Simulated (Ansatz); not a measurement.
## LaCuSeO (P4/nmm): converging the G0W0 gap

How do accuracy and time trade against each other in G0W0 on LaCuSeO (P4/nmm)?

Calculated with Ansatz 0.2.0; G0W0 on r2SCAN, plane waves, PAW; PAW set soft_1.

In doubt: one-shot GW on d or f shells is unsure, so the values of those runs are not to be relied on.

### Step 1. The starting structure

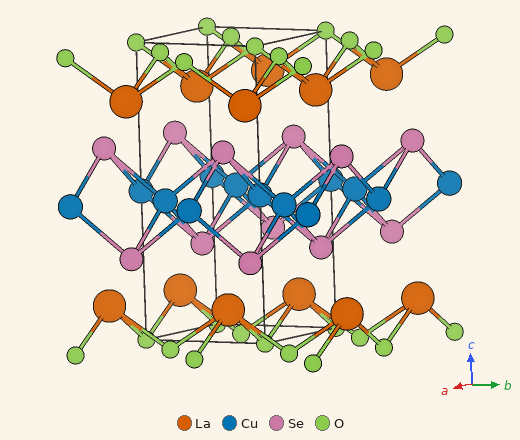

The starting structure, seen slightly off an axis (lanthanum orange, copper blue, selenium pink, oxygen green). 2×2×1 cells are drawn. Some periodic images of atoms are drawn too.

As a file:

```cif
data_structure
_symmetry_space_group_name_H-M 'P4/nmm:1'
_symmetry_Int_Tables_number 129
_cell_length_a 4.0671
_cell_length_b 4.0671
_cell_length_c 8.7975
_cell_angle_alpha 90.000
_cell_angle_beta 90.000
_cell_angle_gamma 90.000
_cell_volume 145.52
loop_
_atom_site_label
_atom_site_type_symbol
_atom_site_symmetry_multiplicity
_atom_site_Wyckoff_symbol
_atom_site_fract_x
_atom_site_fract_y
_atom_site_fract_z
_atom_site_occupancy
La1 La 2 c 0.50000 0.00000 0.13980 1
Cu1 Cu 2 b 0.50000 0.50000 0.50000 1
Se1 Se 2 c 0.50000 0.00000 0.66980 1
O1 O 2 a 0.50000 0.50000 0.00000 1
```

The cell and positions come from the Crystallography Open Database and are kept as given unless a step says otherwise. Spin-orbit coupling is left out unless a step names it.

### Step 2. 153 empty bands, screening to 60 eV

Now the one-shot GW correction: screening in the RPA, then the self-energy of the levels asked for. This step takes PAW set soft_1 files.

input.yaml reads:

```yaml
crystal:
  lattice:
    - [4.06712, 0.0, 0.0]
    - [0.0, 4.06712, 0.0]
    - [0.0, 0.0, 8.7975]
  atoms:
    - { symbol: La, position: [0.5, 0.0, 0.1398] }
    - { symbol: La, position: [0.0, 0.5, 0.8602] }
    - { symbol: Cu, position: [0.5, 0.5, 0.5] }
    - { symbol: Cu, position: [0.0, 0.0, 0.5] }
    - { symbol: Se, position: [0.5, 0.0, 0.6698] }
    - { symbol: Se, position: [0.0, 0.5, 0.3302] }
    - { symbol: O, position: [0.5, 0.5, 0.0] }
    - { symbol: O, position: [0.0, 0.0, 0.0] }
kpoints:
  mp_grid: { grid: [4, 4, 2] }
hamiltonian:
  xc: r2scan
  pseudopotentials: { kind: paw, azcp: { folder: soft_1 } }
scf:
  occupations: { method: fixed }
gw:
  n_empty_bands: 153
  ecut_chi: 60
  qp_bands: [v2, c2]
  qp_kpoints: band_edges
  screening: { model: contour_deformation }
```

Command:

```console
> ansatz run input.yaml --threads 2 --pin off --max-ram 92160MiB --backend cuda --events-out ev --progress --plain --runs-dir out --devices 1 --max-vram 13GiB
```

Numbers of over 12 decimals in the logs are rounded to 6 here.

Log:

```text
GPUs: using 1 of 1 available (devices: 1).
Engine: ansatz 0.2.0, x86_64-unknown-linux-gnu
Pseudopotentials: kind: paw
Pseudopotential: La, paw, valence charge 11, recommended cutoff 500 eV (meta_gga), soft_1/La.paw.azcp
Pseudopotential: Cu, paw, valence charge 19, recommended cutoff 500 eV (meta_gga), soft_1/Cu.paw.azcp
Pseudopotential: Se, paw, valence charge 16, recommended cutoff 500 eV (meta_gga), soft_1/Se.paw.azcp
Pseudopotential: O, paw, valence charge 6, recommended cutoff 500 eV (meta_gga), soft_1/O.paw.azcp
Functional definition: r2SCAN
  parameter k0 = 0.174
  parameter k1 = 0.065
  parameter a1 = 4.9479
  exchange = r2scan_x(k0 = k0, k1 = k1, a1 = a1)
  correlation = r2scan_c
device memory: the entry about to start is reckoned to put 2.4 GiB on a device that reports 48.4 GiB free (of which the cap on the GPU budget leaves the run 13.0 GiB)
GPU FFT provider: cuFFT
GPU libraries: cuBLAS 13.8.2, cuFFT 12.4.0, cuSOLVER 12.3.4
Crystal: 8 atoms, lattice volume = 145.524 Å³
Basis set: ecut = 500 eV, 3729 PW (Γ), exchange–correlation on 120×120×288 points (64 copies of the dense FFT grid, shifted against one another)
Bands: 63, of which v1, the nominal top of the filled ones, is band 52 counted from 1 (51 counted from 0)
Symmetry: 16 space group operations
Space group: P4/nmm (ITA 129), of the structure as read, at distance tolerance 5.3e-5 Å
k-points: 12 of 32
Non-local potential: La, projectors of the file, l = 0: 3, l = 1: 2, l = 2: 2, l = 3: 3
Non-local potential: Cu, projectors of the file, l = 0: 3, l = 1: 2, l = 2: 3, l = 3: 1
Non-local potential: Se, projectors of the file, l = 0: 2, l = 1: 2, l = 2: 3, l = 3: 1
Non-local potential: O, projectors of the file, l = 0: 2, l = 1: 2, l = 2: 1
PAW form: soft (Blöchl's): semilocal exchange-correlation on the pseudo side does not see the compensation charge
PAW frozen core: La, regenerated for the run's functional (the file was generated under x = pbe(κ = 0.804, μ = 0.219515), c = pbe(β = 0.066725))
PAW frozen core: Cu, regenerated for the run's functional (the file was generated under x = pbe(κ = 0.804, μ = 0.219515), c = pbe(β = 0.066725))
PAW frozen core: Se, regenerated for the run's functional (the file was generated under x = pbe(κ = 0.804, μ = 0.219515), c = pbe(β = 0.066725))
PAW frozen core: O, regenerated for the run's functional (the file was generated under x = pbe(κ = 0.804, μ = 0.219515), c = pbe(β = 0.066725))
PAW one-centre angular grid: La, 974 points (default); XC on 160 Gauss nodes
PAW one-centre angular grid: Cu, 590 points (default); XC on 160 Gauss nodes
PAW one-centre angular grid: Se, 590 points (default); XC on 160 Gauss nodes
PAW one-centre angular grid: O, 302 points (default); XC on 160 Gauss nodes
Initial density: superposition of atomic densities (chi_scale 0.1, normalization cell, long waves kept (reshape's long-wave potential 0.39 eV rms))
Initial wavefunctions: pseudopotential atomic-orbital guess
GPU buffer pool allocated for 64800 grid points (all kernels)
GPU transforms: local potential and band sums: pruned to the plane-wave sphere, on 30×30×72
Functional: x = r2scan, c = r2scan; τ floored in thin density (d = 2e-4 eV/Å³)
SCF iter   1: F=—  HF=-37898.363892 eV  |F-HF|=—  |Δ(HF+E_count)|=         —  Δρ=4.88e-2  dr2=3.72e0  dr2_τ=6.30e-2  ethr=3.10e-3  ⟨swp⟩=5.1  Hψ=2365  notcnv=0  defer=47
preconditioner: auto → Resta (q_TF=auto, 2.580 Å⁻¹)  ε∞=7.3  [insulator: Δε(μ)=1.489 eV  Ē_g=9.820 eV  n_scr=38 (ndim 8)  ℏωp=24.6 eV  f_vac=0.000  ε∞_Penn≈7.3]
SCF iter   2: F=—  HF=-37898.246874 eV  |F-HF|=—  |Δ(HF+E_count)|=   1.17e-1  Δρ=2.92e-2  dr2=1.03e0  dr2_τ=3.99e-2  ethr=3.10e-3  ⟨swp⟩=2.8  Hψ=1234  notcnv=0  defer=89
SCF iter   3: F=—  HF=-37898.278069 eV  |F-HF|=—  |Δ(HF+E_count)|=   3.12e-2  Δρ=1.86e-2  dr2=4.83e-1  dr2_τ=1.30e-2  ethr=9.93e-4  ⟨swp⟩=3.1  Hψ=1248  notcnv=0  defer=105
SCF iter   4: F=—  HF=-37898.272125 eV  |F-HF|=—  |Δ(HF+E_count)|=   5.94e-3  Δρ=1.64e-2  dr2=2.42e-1  dr2_τ=1.30e-2  ethr=4.64e-4  ⟨swp⟩=3.0  Hψ=1382  notcnv=0  defer=102
SCF iter   5: F=—  HF=-37898.238802 eV  |F-HF|=—  |Δ(HF+E_count)|=   3.33e-2  Δρ=2.56e-3  dr2=1.16e-2  dr2_τ=2.98e-4  ethr=2.33e-4  ⟨swp⟩=2.8  Hψ=1108  notcnv=0  defer=107
SCF iter   6: F=—  HF=-37898.240555 eV  |F-HF|=—  |Δ(HF+E_count)|=   1.75e-3  Δρ=1.09e-3  dr2=2.04e-3  dr2_τ=3.80e-5  ethr=1.12e-5  ⟨swp⟩=2.5  Hψ=1037  notcnv=0  defer=108
SCF iter   7: F=—  HF=-37898.241171 eV  |F-HF|=—  |Δ(HF+E_count)|=   6.16e-4  Δρ=4.63e-4  dr2=4.35e-4  dr2_τ=2.32e-5  ethr=1.96e-6  ⟨swp⟩=3.0  Hψ=1065  notcnv=0  defer=108
SCF iter   8: F=—  HF=-37898.241099 eV  |F-HF|=—  |Δ(HF+E_count)|=   7.13e-5  Δρ=2.28e-4  dr2=6.92e-5  dr2_τ=4.80e-6  ethr=4.18e-7  ⟨swp⟩=2.0  Hψ=1238  notcnv=0  defer=108
SCF iter   9: F=—  HF=-37898.241102 eV  |F-HF|=—  |Δ(HF+E_count)|=   2.15e-6  Δρ=1.25e-4  dr2=1.80e-5  dr2_τ=4.80e-7  ethr=6.66e-8  ⟨swp⟩=2.0  Hψ=1231  notcnv=0  defer=106
SCF iter  10: F=—  HF=-37898.241108 eV  |F-HF|=—  |Δ(HF+E_count)|=   6.68e-6  Δρ=2.02e-5  dr2=9.54e-7  dr2_τ=3.13e-8  ethr=1.73e-8  ⟨swp⟩=2.0  Hψ=1059  notcnv=0  defer=107
SCF iter  11: F=—  HF=-37898.241108 eV  |F-HF|=—  |Δ(HF+E_count)|=   2.00e-7  Δρ=6.55e-6  dr2=7.02e-8  dr2_τ=5.61e-9  ethr=9.62e-11  ⟨swp⟩=10.6  Hψ=3449  notcnv=0
[...]
device memory: the entry about to start is reckoned to put 2.8 GiB (of the 2.9 GiB reckoned in all, the device holds 0.1 GiB already) on a device that reports 54.9 GiB free (of which the cap on the GPU budget leaves the run 12.9 GiB)
NSCF: frozen V_eff on 12 k-points
the band table was solved once the SCF had ended and its energy, with any forces and stress, was formed, with the checks that follow a solve (2885 applications of the Hamiltonian). They found nothing against the state; the energy, forces and stress were not computed again (output.eigenvalues in the input reference)
device memory: the entry about to start is reckoned to put 1.9 GiB on a device that reports 55.0 GiB free (of which the cap on the GPU budget leaves the run 13.0 GiB)
NSCF: frozen V_eff on 12 k-points
G₀W₀ screening: q 1/12
[... further progress lines ...]
SCF converged after 12 iterations
Free energy (F): -37898.241108 eV
Harris-Foulkes:  -37898.241108 eV  (|F-HF|=1.99e-9)
Internal energy: -37898.241108 eV  (E = F + TS)
E sigma→0 (E₀):  -37898.241108 eV
Fermi energy:    11.608830 eV
--- Per-component energies (eV) ---
  E_band       = -1666.646044
  E_kinetic    = 1456.067500
  E_local      = -20632.092655  (includes V_loc(G=0)·N_el)
  E_nonlocal   = 1385.673833
  E_hartree    = 9603.040970
  E_xc         = -700.828201
  E_vxc        = -897.604656  (∫ρ·V_xc dr)
  E_paw        = -19168.943471  (= ΣΔE_a)
  E_vpaw       = -2234.491693  (= ΣTr[D̂ρ^β])
  E_aug_tail   = 0.001355  (compensation charges beyond the density's cutoff)
  E_vtau       = 49.722313  (kinetic-family band-sum trace: ∫τ·v_τ [+ j·A + Jᵃ·Aᵃ] dr)
  E_ewald      = -9837.101271
  E_core_change = -4.059170  (= ΣΔE_core)
  E_smearing   = -0.000000  (= −TS)
  E_closure    = 0.000000  (closes the sum)
  Σ components = -37898.241108   (vs F -37898.241108, Δ=0.00e0)
--- Band table (eV; the first three rows and the last of 12) ---
  k-point 0: bands = [... 48 lower, 10.3046, 11.0790, 11.6088, 11.6088, 13.4986, 13.6478, 14.0498, 14.1650, ... 7 higher]
  k-point 1: bands = [... 48 lower, 10.3046, 10.6447, 11.5049, 11.5049, 13.5944, 13.9681, 14.1311, 14.1753, ... 7 higher]
  k-point 2: bands = [... 48 lower, 10.5616, 10.8674, 10.9502, 11.3855, 14.0500, 14.0553, 14.5997, 14.8464, ... 7 higher]
  k-point 11: bands = [... 48 lower, 9.7705, 9.7705, 10.4375, 10.4375, 14.5204, 14.5204, 14.8694, 14.8694, ... 7 higher]
--- G₀W₀: contour deformation, 7 samples at zero and on the imaginary axis and 1 off it, 32 q-points, 153 empty bands' worth ---
  eigenvalues of the whole cell's RPA ε∞ on this k-mesh (on a slab, of 1 + 4πα/V) = 6.0159, 7.5928, 7.5928; static W/v taken at q = 0 is 0.140750
  bands read: the sum over 205 bands ends inside a degenerate multiplet in 6 slots, whose members it reads at an even weight; the widest, k=4: bands 205 to 206 (counted from 1) at 1/2 each
  gw.qp_kpoints: band_edges: 12 of 12 stored k-points solved, in 2 passes; an edge of the gap read off the rows below is read off those points alone
  `?` marks the rows in doubt; gw_qp.tsv's column doubts and the gw_qp event give each row's grounds
    ik  band        ε_KS         Σx   Σc(E_QP)       V_xc       Z   E_QP_lin       E_QP  E_QP is
     0    51     11.6088   -32.4169     4.5826   -27.7032  0.7396    11.4774    11.4777  root
     0    52     11.6088   -32.4169     4.5826   -27.7032  0.7396    11.4774    11.4777  root
     0    53     13.4986   -12.7987    -4.1835   -18.1643  0.7807    14.7054    14.6807  root
     0    54     13.6478    -9.0479    -3.8885   -13.4744  0.8015    14.1897    14.1858  root
     1    51     11.5049   -32.6501     4.6258   -27.8746  0.7366    11.3548    11.3552  root
     1    52     11.5049   -32.6501     4.6258   -27.8746  0.7366    11.3548    11.3552  root
     1    53     13.5944   -10.0253    -4.9373   -16.3388  0.7842    15.0110    14.9707  root
     1    54     13.9681   -14.6991    -4.9870   -21.4659  0.7648    15.8406    15.7479  root
     2    51     10.9502   -31.6604     4.7920   -26.6803  0.7292    10.7613    10.7620  root
     2    52     11.3855   -32.3357     4.6393   -27.5645  0.7357    11.2533    11.2536  root
     2    53     14.0500   -13.6753    -4.6539   -19.8199  0.7704    15.5926    15.5407  root
     2    54     14.0553   -11.2899    -4.5523   -17.0892  0.7818    15.3335    15.3023  root
     3    51     11.0165   -34.4446     5.2639   -28.9752  0.7212    10.8101    10.8110  root
     3    52     11.2767   -32.7451     4.7527   -27.8210  0.7318    11.1047    11.1053  root
     3    53     14.0471   -11.5617    -4.4811   -17.2705  0.7810    15.3049    15.2747  root
     3    54     14.1220   -13.7966    -4.6293   -19.8928  0.7698    15.6387    15.5889  root
     4    51     10.9183   -34.4513     5.3307   -28.9063  0.7193    10.7031    10.7041  root
     4    52     10.9183   -34.4513     5.3307   -28.9063  0.7193    10.7031    10.7041  root
     4    53     14.0356   -11.5728    -4.3429   -17.0669  0.7829    15.2116    15.1869  root
     4    54     14.0356   -11.5728    -4.3429   -17.0669  0.7829    15.2116    15.1869  root
     5    51     10.9579   -34.5764     5.3267   -29.0520  0.7200    10.7594    10.7603  root
     5    52     10.9579   -34.5764     5.3267   -29.0520  0.7200    10.7594    10.7603  root
     5    53     14.0757   -11.7469    -4.4581   -17.4215  0.7813    15.3210    15.2922  root
     5    54     14.0757   -11.7469    -4.4581   -17.4215  0.7813    15.3210    15.2922  root
[...]
9    53     14.3581   -13.8731    -5.3012   -20.9564  0.7630    16.2429    16.1402  root ?
     9    54     14.3581   -13.8731    -5.3012   -20.9564  0.7630    16.2429    16.1402  root ?
    10    51     10.4391   -45.5038     8.0087   -37.1319  0.6717    10.0720    10.0760  root
    10    52     10.4391   -45.5038     8.0087   -37.1319  0.6717    10.0720    10.0760  root
    10    53     14.2946   -13.0046    -3.6634   -17.5355  0.7830    15.1746    15.1622  root
    10    54     14.2946   -13.0046    -3.6634   -17.5355  0.7830    15.1746    15.1622  root
    11    51     10.4375   -45.5078     8.0125   -37.1319  0.6716    10.0701    10.0741  root
    11    52     10.4375   -45.5078     8.0125   -37.1319  0.6716    10.0701    10.0741  root
    11    53     14.5204   -14.2397    -4.7190   -20.4065  0.7660    16.0211    15.9683  root
    11    54     14.5204   -14.2397    -4.7190   -20.4065  0.7660    16.0211    15.9683  root
```

It took 28 s on 1 × NVIDIA H100 80GB HBM3 (shared by 6 runs) with 2 threads of AMD EPYC 7R13 (Zen 3), shared host; peak memory 1.5 GiB; 25 s of CPU time.

In the SCF lines HF is the Harris–Foulkes energy and dr2 the Hartree energy of the density residual, in eV; the loop may stop once dr2 is under the threshold and the program's other checks hold. Hψ counts applications of the Hamiltonian.

Numbers from this step:

* bands summed: 205
* RPA ε∞ on this mesh (eigenvalues): 6.016, 7.593, 7.593
* plane waves in the screening matrix: 159
* q-points in the mesh: 32
* G0W0 gap on the mesh: 2.708 eV
* k of the valence top: 0, 0, 0
* k of the conduction bottom: 0, 0, 0
* starting gap on the mesh: 1.890 eV
* Z at the valence top: 0.7396
* Z at the conduction bottom: 0.8015
* least direct G0W0 gap on the computed points: 2.708 eV

The gap on the mesh goes from 1.89 eV to 2.71 eV, a correction of +0.82 eV, though a band edge has moved to another state.

### Step 3. 434 empty bands, screening to 120 eV

Bands and screening cutoff are moved together, since each hides the error of the other.

Changes to input.yaml since step 2:

```diff
@@ -22,4 +22,4 @@
 gw:
-  n_empty_bands: 153
-  ecut_chi: 60
+  n_empty_bands: 434
+  ecut_chi: 120
   qp_bands: [v2, c2]
```

Log:

```text
GPUs: using 1 of 1 available (devices: 1).
[...]
GPU FFT provider: cuFFT
GPU libraries: cuBLAS 13.8.2, cuFFT 12.4.0, cuSOLVER 12.3.4
Crystal: 8 atoms, lattice volume = 145.524 Å³
Basis set: ecut = 500 eV, 3729 PW (Γ), exchange–correlation on 120×120×288 points (64 copies of the dense FFT grid, shifted against one another)
Bands: 63, of which v1, the nominal top of the filled ones, is band 52 counted from 1 (51 counted from 0)
Symmetry: 16 space group operations
[...]
k-points: 12 of 32
[...]
GPU buffer pool allocated for 64800 grid points (all kernels)
[...]
SCF iter   1: F=—  HF=-37898.363892 eV  |F-HF|=—  |Δ(HF+E_count)|=         —  Δρ=4.88e-2  dr2=3.72e0  dr2_τ=6.30e-2  ethr=3.10e-3  ⟨swp⟩=5.1  Hψ=2365  notcnv=0  defer=47
[...]
SCF iter  12: F=-37898.241108 eV  HF=-37898.241108 eV  |F-HF|=1.99e-9  |Δ(HF+E_count)|=   1.73e-8  Δρ=1.97e-6  dr2=4.94e-9  dr2_τ=1.84e-10  ethr=6.75e-11  ⟨swp⟩=3.4  Hψ=1590  notcnv=0
SCF 1 converged in 12 iterations: F = -37898.241108 eV  dr2 = 4.94e-9
[...]
NSCF: frozen V_eff on 12 k-points
[...]
G₀W₀ screening: q 1/12
[... further progress lines ...]
SCF converged after 12 iterations
Free energy (F): -37898.241108 eV
[...]
Internal energy: -37898.241108 eV  (E = F + TS)
E sigma→0 (E₀):  -37898.241108 eV
Fermi energy:    11.608830 eV
[...]
--- Band table (eV; the first three rows and the last of 12) ---
  k-point 0: bands = [... 48 lower, 10.3046, 11.0790, 11.6088, 11.6088, 13.4986, 13.6478, 14.0498, 14.1650, ... 7 higher]
  k-point 1: bands = [... 48 lower, 10.3046, 10.6447, 11.5049, 11.5049, 13.5944, 13.9681, 14.1311, 14.1753, ... 7 higher]
  k-point 2: bands = [... 48 lower, 10.5616, 10.8674, 10.9502, 11.3855, 14.0500, 14.0553, 14.5997, 14.8464, ... 7 higher]
  k-point 11: bands = [... 48 lower, 9.7705, 9.7705, 10.4375, 10.4375, 14.5204, 14.5204, 14.8694, 14.8694, ... 7 higher]
[...]
0    51     11.6088   -32.4169     4.5890   -27.7032  0.7349    11.4839    11.4841  root
     0    52     11.6088   -32.4169     4.5890   -27.7032  0.7349    11.4839    11.4841  root
     0    53     13.4986   -12.7987    -4.3969   -18.1643  0.7781    14.4829    14.4672  root
     0    54     13.6478    -9.0479    -4.1813   -13.4744  0.8001    13.8938    13.8931  root
     1    51     11.5049   -32.6501     4.6513   -27.8746  0.7322    11.3804    11.3807  root
     1    52     11.5049   -32.6501     4.6513   -27.8746  0.7322    11.3804    11.3807  root
     1    53     13.5944   -10.0253    -5.2182   -16.3388  0.7817    14.7133    14.6899  root
     1    54     13.9681   -14.6991    -5.2380   -21.4659  0.7613    15.5536    15.4970  root
[...]
11    51     10.4375   -45.5078     8.3380   -37.1319  0.6674    10.3995    10.3996  root
    11    52     10.4375   -45.5078     8.3380   -37.1319  0.6674    10.3995    10.3996  root
    11    53     14.5204   -14.2397    -4.9509   -20.4065  0.7624    15.7709    15.7364  root
    11    54     14.5204   -14.2397    -4.9509   -20.4065  0.7624    15.7709    15.7364  root
```

Elapsed: 33 s, on 1 × NVIDIA H100 80GB HBM3 (shared by 6 runs) with 2 threads; peak memory 2.1 GiB; 41 s of CPU time.

This step gave:

* bands summed: 486
* RPA ε∞ on this mesh (eigenvalues): 6.007, 7.587, 7.587
* plane waves in the screening matrix: 427
* q-points in the mesh: 32
* G0W0 gap on the mesh: 2.409 eV
* k of the valence top: 0, 0, 0
* k of the conduction bottom: 0, 0, 0
* starting gap on the mesh: 1.890 eV
* Z at the valence top: 0.7349
* Z at the conduction bottom: 0.8001
* least direct G0W0 gap on the computed points: 2.409 eV

Against the run with 4×4×2 mesh, 153 empty bands, screening to 60 eV, PAW set soft_1 files, the gap moves by −0.30 eV.

### Step 4. 934 empty bands, screening to 200 eV

Changes to input.yaml since step 3:

```diff
@@ -22,4 +22,4 @@
 gw:
-  n_empty_bands: 434
-  ecut_chi: 120
+  n_empty_bands: 934
+  ecut_chi: 200.0
   qp_bands: [v2, c2]
```

Log:

```text
GPUs: using 1 of 1 available (devices: 1).
[...]
GPU FFT provider: cuFFT
GPU libraries: cuBLAS 13.8.2, cuFFT 12.4.0, cuSOLVER 12.3.4
Crystal: 8 atoms, lattice volume = 145.524 Å³
Basis set: ecut = 500 eV, 3729 PW (Γ), exchange–correlation on 120×120×288 points (64 copies of the dense FFT grid, shifted against one another)
Bands: 63, of which v1, the nominal top of the filled ones, is band 52 counted from 1 (51 counted from 0)
[...]
1    54     13.9681   -14.6991    -5.3467   -21.4659  0.7599    15.4350    15.3883  root
[...]
11    51     10.4375   -45.5078     8.3273   -37.1319  0.6656    10.3888    10.3889  root
    11    52     10.4375   -45.5078     8.3273   -37.1319  0.6656    10.3888    10.3889  root
    11    53     14.5204   -14.2397    -5.0595   -20.4065  0.7610    15.6556    15.6277  root
    11    54     14.5204   -14.2397    -5.0595   -20.4065  0.7610    15.6556    15.6277  root
[key lines of the parts left out:]
SCF converged after 12 iterations
Free energy (F): -37898.241108 eV
Fermi energy:    11.608830 eV
```

The job ended after 2.9 min (1 × NVIDIA H100 80GB HBM3 (shared by 6 runs) with 2 threads; peak memory 3.9 GiB; 4.9 min of CPU time).

This step gave:

- bands summed: 986
- RPA ε∞ on this mesh (eigenvalues): 5.999, 7.576, 7.576
- plane waves in the screening matrix: 945
- G0W0 gap on the mesh: 2.360 eV
- k of the valence top: 0, 0, 0
- k of the conduction bottom: 0, 0, 0
- starting gap on the mesh: 1.890 eV
- least direct G0W0 gap on the computed points: 2.360 eV

Against the run with 4×4×2 mesh, 434 empty bands, screening to 120 eV, PAW set soft_1 files, the gap moves by −0.05 eV.

[end of part 1 of 2]

[Paths, hosts, dates, memory and timing lines, banners, echoed tables and standing remarks are left out of the program output.]

[Logs are printed without paths, hosts, clocks, repeated set-up lines and the standing remarks that a program may print on its own settings, such as how far it seeks lower states.]

[Runs of the session that timed out or met a known fault of the program may be left out.]

[Cells called generated may have been cut or substituted from an entry of the Crystallography Open Database or the Materials Project.]

[Hosts, paths, dates, database ids (printed as entryN), source tags and the programs' standing remarks are cut or masked in the printed files.]
